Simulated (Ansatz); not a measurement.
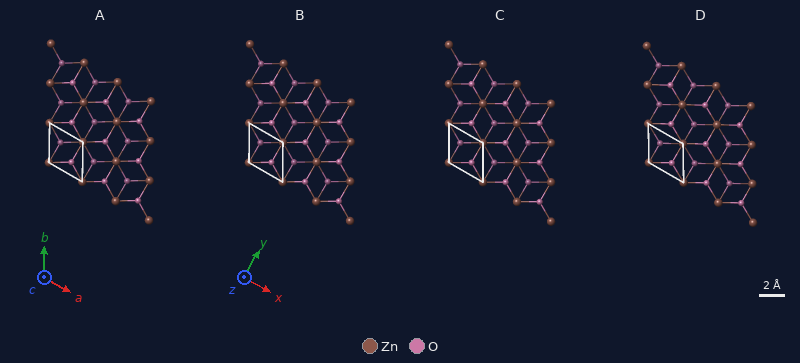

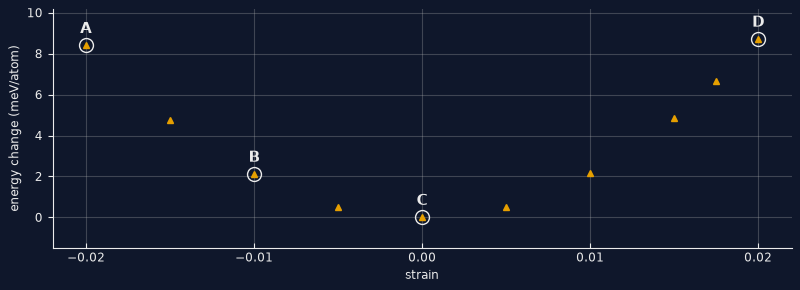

Energy scan for crystalline ZnO (P6_3/mmc), in which the cell is strained along x and oppositely along y, with the atoms kept at their fractional coordinates. x, y and z are the Cartesian axes of the input. The lettered frames are marked on the plot. The picture is a ball-and-stick view of the cell of the calculation, repeated 3 × 3 × 1 with one cell outlined, seen along the c axis.

All numbers below come from DFT PBE+D3(BJ), scalar-relativistic, plane waves, PAW in Ansatz. Set-up: plane-wave cutoff 420 eV; k-point mesh 12 × 12 × 6; occupations gaussian; smearing width 0.05 eV; no spin polarisation. Energies (free energies at the smearing named) are counted from the relaxed crystal.

Q: Describe the profile.

A: Of the computed points the lowest is at the strain 0.00, 0.0 meV/atom. The curvature at zero strain, (1/V) d²E/dε², is about 480 GPa; it is C₁₁ + C₂₂ − 2C₁₂ with clamped ions. The distortion takes the space group from P6_3/mmc to Cmcm. At the strain −0.02 the cell of the drawing goes a 3.266 → 3.201 Å, b 3.266 → 3.299 Å, γ 120.0° → 119.0°.
